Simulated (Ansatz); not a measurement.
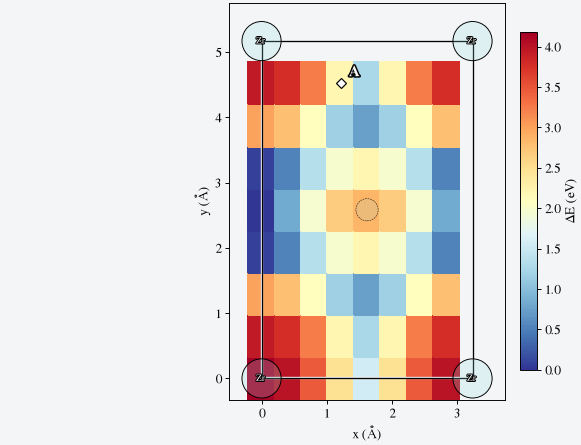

C on a Zr(100) slab cut from the P6_3/mmc phase, its upper half relaxed before the scan (8 atoms of substrate and one adsorbate in a 2 × 1 cell). 
- C is moved over the surface cell; relaxed at each place: the height of the adsorbate's atoms; substrate rigid; the origin of the map has the adsorbate above Zr7.
- Places are given modulo a cell vector. The map is drawn in real space over the plane of the surface.
- Grid: 8 × 8 points; 25 points were computed and 39 follow by symmetry.
- Places are given in fractions of the 1 × 1 surface cell.
- Energies: eV, counted from the lowest grid point.
- The relaxed height changes by up to 0.9 Å between neighbouring points.
- The calculation used DFT PBE, scalar-relativistic, plane waves, PAW in Ansatz. Settings: cutoff 420 eV, k-mesh 4×5×1, gaussian smearing 0.1 eV, no spin polarisation.

In the figure: one coloured cell a grid point, labelled circles for the atoms of the top layer and small ones for the second layer, the outline of one cell of the plane, the point A.

Q: Which way does the force act at A, and how strong is it?

A: A, at (3/8, 7/8) of the cell vectors, is not a stationary point. The computed force is 3.3 eV/Å in the plane, pointing right in the picture (components 3.2 and −0.9 eV/Å).
